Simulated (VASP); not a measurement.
**AgCl: density, localisation and related maps**

The calculation's input:

```
SYSTEM = AgCl
PREC = Accurate ; ENCUT = 520
EDIFF = 1E-6 ; ISMEAR = 0
SIGMA = 0.05 ; LREAL = .False.
LASPH = .True. ; NELM = 100
ALGO = Normal ; ISIF = 2
LWAVE = .False. ; LCHARG = .True.
GGA = PE ; LELF = .True.
LVHAR = .True. ; NBANDS = 16
```

Launched as:

```sh
cat potpaw_PBE.64/Ag/POTCAR potpaw_PBE.64/Cl/POTCAR > POTCAR
mpirun -np 1 vasp_std > vasp.out
```

Below, planes, directions and counts refer to the conventional cell (a = 3.92 Å, b = 5.55 Å, c = 3.92 Å, α = 90.00°, β = 90.00°, γ = 90.00°).

Space group Imm2; changed on purpose from its base cell (atom 1 (Ag) moved by (-0.225, -0.225) A along y and z); not relaxed (largest force 0.4 eV/Å); computed pressure about 3 GPa in this cell.

These are results of Kohn-Sham DFT of a periodic cell, PBE, VASP PAW PBE potentials, recommended in VASP 6.6.1, not measurements.

Core electrons are frozen (PAW), and the valence fields are smoothed inside the atomic spheres.

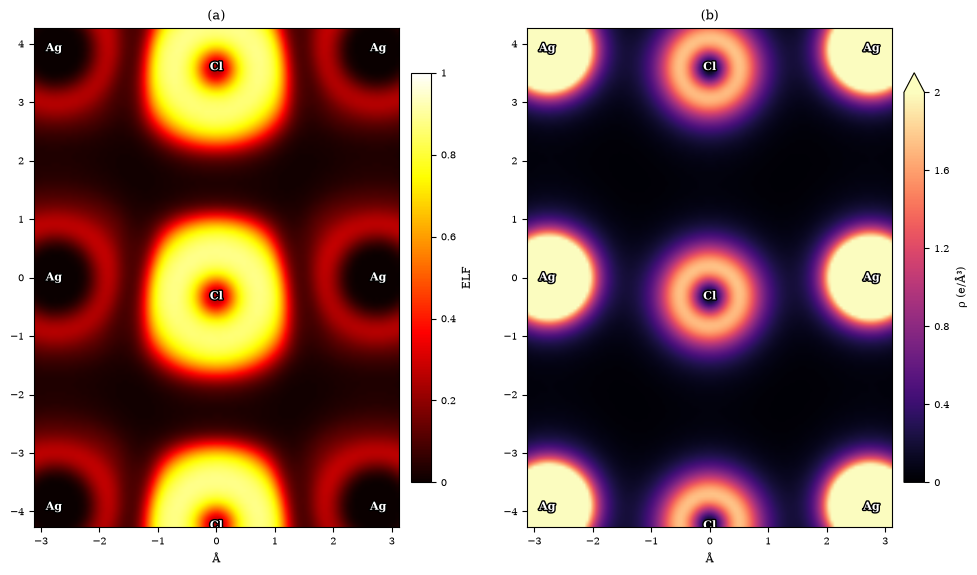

Figure 1. (a) ELF; (b) valence electron density on the (100) plane of the conventional cell.

**What does the map show?**

- The plane passes through Ag and Cl nuclei.
- Ag–Cl (2.79 Å): ρ is about 0.22 e/Å³ halfway; the ELF peaks at about 0.90 in the valence shell of Cl, 0.7 Å from its nucleus, and drops to about 0.10 between the two atoms: no localised pair shows between them.
- Between the atoms the lowest density in this plane is 0.02 e/Å³.

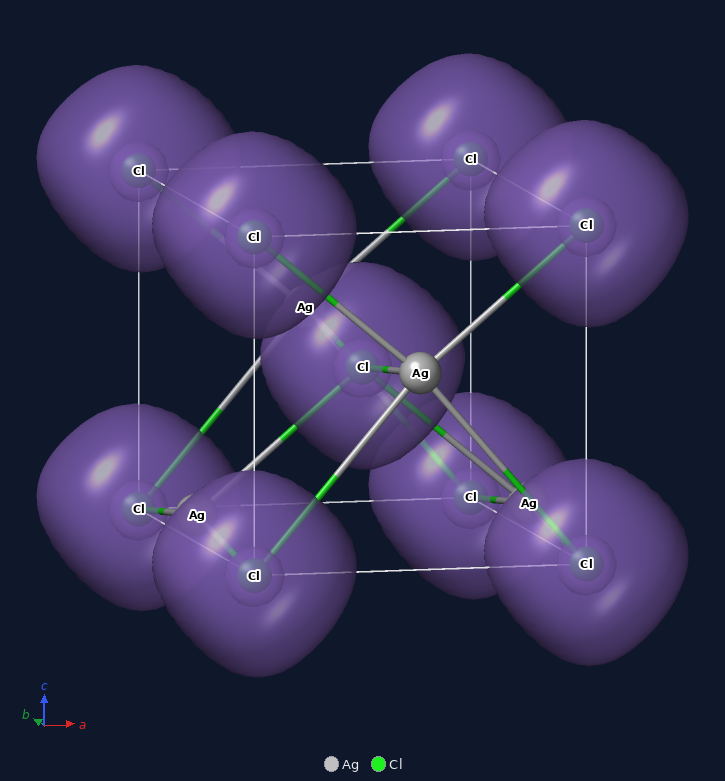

Figure 2. Isosurface of the electron localisation function at 0.65 (purple), seen slightly off an axis. Core shells and regions of very low density are left out. Sticks mark near contacts.

**Describe the localisation domains.**

At this value the surface marks out two regions wrapped around Cl (the valence shell of each), counted in one cell of 4 atoms. Regions shared between cells count once. Along the contacts the grid gives the following. Ag–Cl (2.56 Å): the ELF peaks at about 0.85 in the valence shell of Cl, 0.7 Å from its nucleus, and drops to about 0.15 between the two atoms: no localised pair shows between them.

**Does the calculation give a band gap?**

It is gapped, with a Kohn–Sham gap of 0.86 eV on the k-point mesh (the band edges may lie off the mesh, which would make the gap smaller).
